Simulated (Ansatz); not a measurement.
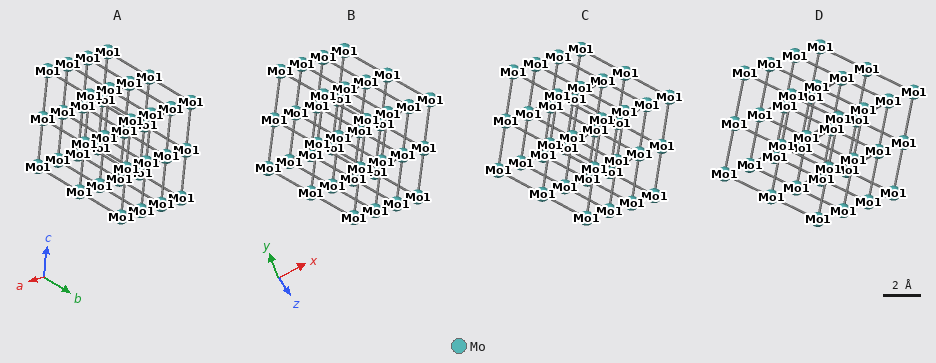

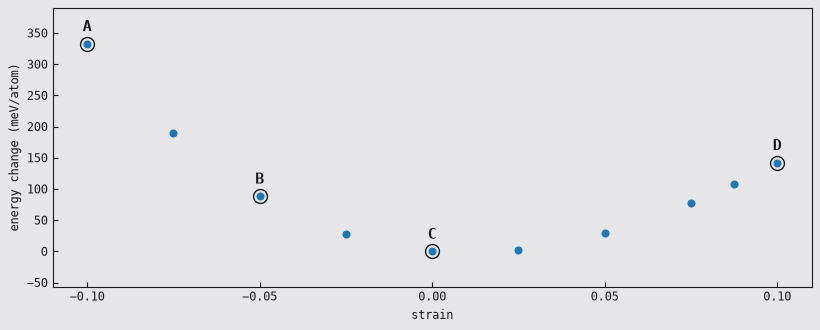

Energy scan for crystalline Mo (Im-3m), in which the cell is strained along x alone, with the atoms kept at their fractional coordinates. x, y and z are the Cartesian axes of the input. The lettered frames are marked on the plot. The picture is a ball-and-stick view of the cell of the calculation, repeated 3 × 2 × 2 with one cell outlined, seen slightly off an axis.

Level of theory: DFT PBE, scalar-relativistic, plane waves, PAW in Ansatz. (plane-wave cutoff 420 eV; k-point mesh 22 × 22 × 22; occupations gaussian; smearing width 0.15 eV; no spin polarisation). Energies (free energies at the smearing named) are counted from the cell as listed in its source, which wasn't relaxed.

Question: Read off the main features of the energy profile.

Answer: Of the computed points the lowest is at the strain 0.00, 0 meV/atom. The unrelaxed reference is under a pressure of 4.8 GPa, which tilts the curve. The distortion takes the space group from Im-3m to I4/mmm. At the strain −0.10 the cell of the drawing goes a 2.721 → 2.633 Å, b 2.721 → 2.633 Å, c 2.721 → 2.633 Å, α 109.5° → 115.1°, β 109.5° → 106.8°, γ 109.5° → 106.8°.
